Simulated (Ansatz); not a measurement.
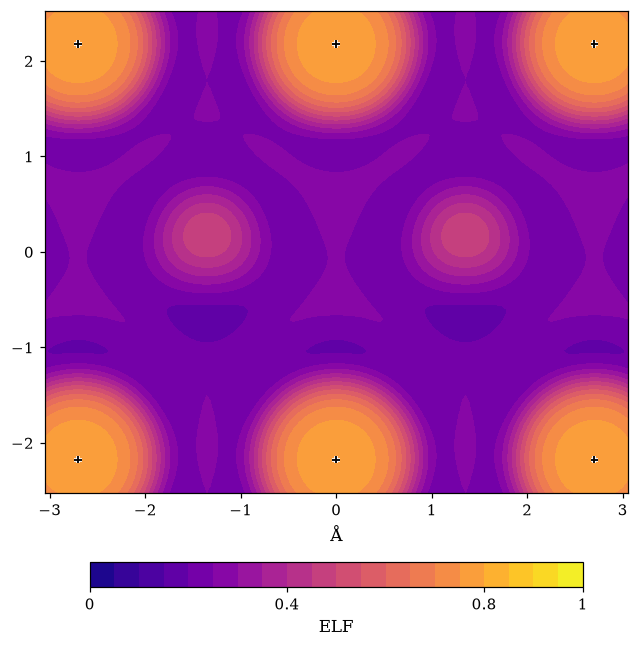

The ELF on a plane through atoms (crosses mark nuclei in the plane).

These are results of DFT r2SCAN, scalar-relativistic, plane waves, PAW in Ansatz 0.2.0, not measurements.

Candidates:
A. C, a = 2.46 Å, b = 2.46 Å, c = 10.56 Å, α = 90.00°, β = 90.00°, γ = 120.00°. Space group R-3m.
B. Rh, a = 2.70 Å, b = 2.70 Å, c = 4.35 Å, α = 90.00°, β = 90.00°, γ = 120.00°. Space group P-3m1; a structure from a database of computed crystals, not necessarily the ambient phase; changed on purpose from its base cell (atom 1 (Rh) moved by (+0.000, -0.150) A along x and z); not relaxed (largest force 1.7 eV/Å); computed pressure about 4 GPa in this cell; computed without spin polarisation.

Q: Which candidate gave the map?

A: Candidate B: Rh on the (100) plane of the conventional cell, which holds Rh. Rh–Rh (2.70 Å): the ELF is about 0.25 at the midpoint (no shared electron pair shows on this line).
